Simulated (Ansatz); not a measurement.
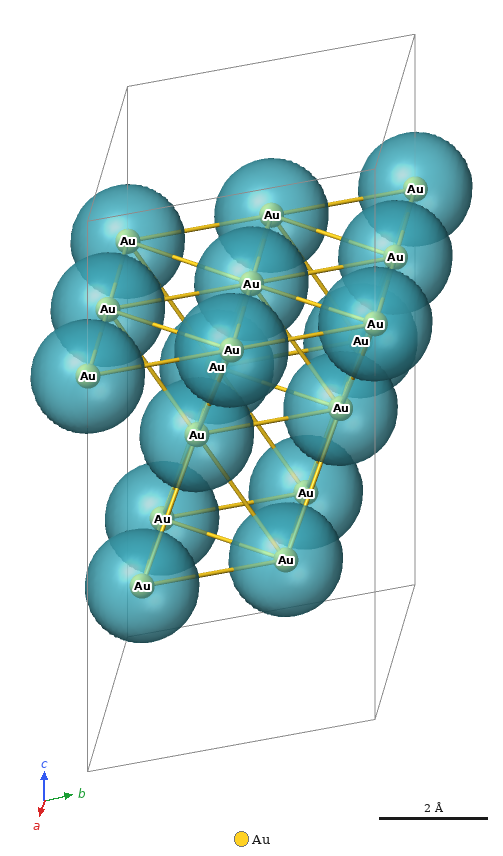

Figure 1: Au (slab). Isosurface of the valence charge density (pseudo) at 0.6 e/Å³ (cyan), seen at an oblique angle. Sticks mark near contacts.

Computed with DFT PBE+D3(BJ), scalar-relativistic, plane waves, PAW (Ansatz 0.2.0).

Which contacts does the surface bridge?

At this value the density breaks into separate islands; it holds about 80 % of the electrons treated as valence (semicore included). It bridges none of the near contacts. It is pinched off along the sampled Au–Au (2.90 Å) and Au–Au (3.00 Å) contacts. On the grid the lowest density along these lines, outside the cores, is 0.27 e/Å³ (Au–Au, 2.90 Å) and 0.23 e/Å³ (Au–Au, 3.00 Å).

Metal or insulator at this level of theory?

It is gapless in this calculation (a metal or semimetal).
